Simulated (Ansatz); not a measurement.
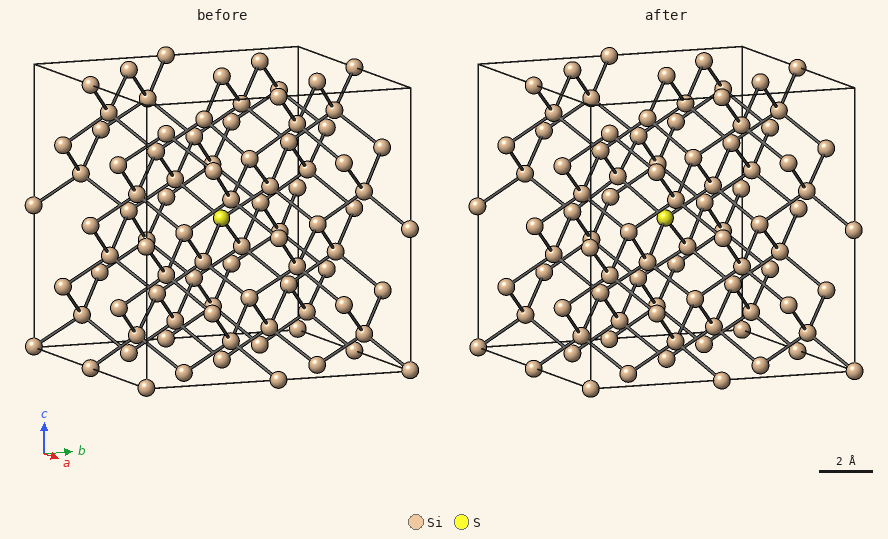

The structure of a defect cell of composition Si$_{63}$S (cell charge −1) before (left) and after (right) a relaxation, at one scale.

A ball-and-stick model of the cell of the calculation, seen slightly off an axis.

Theory: DFT, PBEsol, PAW, plane waves in Ansatz. Set-up: plane-wave cutoff 420 eV; k-point mesh 1 × 1 × 1; mesh shifted by (0.25, 0.25, 0.25); collinear spin; atoms relaxed in a fixed cell; force threshold 0.03 eV/Å; at most 80 steps.

What changed between the two?

Answer. After 4 geometry steps the energy has fallen by 0.740 eV per cell of the calculation. Largest force component: 1.3 eV/Å at the start, 0.0098 eV/Å at the end. The largest move is that of a Si atom, 0.13 Å roughly along [−1 −1 3]. Largest moves by element: Si 0.13 Å, S 0.02 Å. The cell stays as it was. Among the contacts that change: S–Si 2.383 → 2.488 Å, S–Si 2.355 → 2.446 Å, Si–Si 2.289 → 2.380 Å, Si–Si 2.396 → 2.316 Å. Bond angles that change, for instance: Si–Si–S 109.5° → 104.5°, Si–Si–S 109.3° → 104.4°, Si–Si–Si 109.0° → 113.3°. Cost: 7.7 s on 1 × NVIDIA GB300 Max-Q with 8 threads of Arm Neoverse-V2, peak memory 2 GiB.

Limits of the set-up: the cell is charged, on a uniform background, and energies carry no finite-size correction.
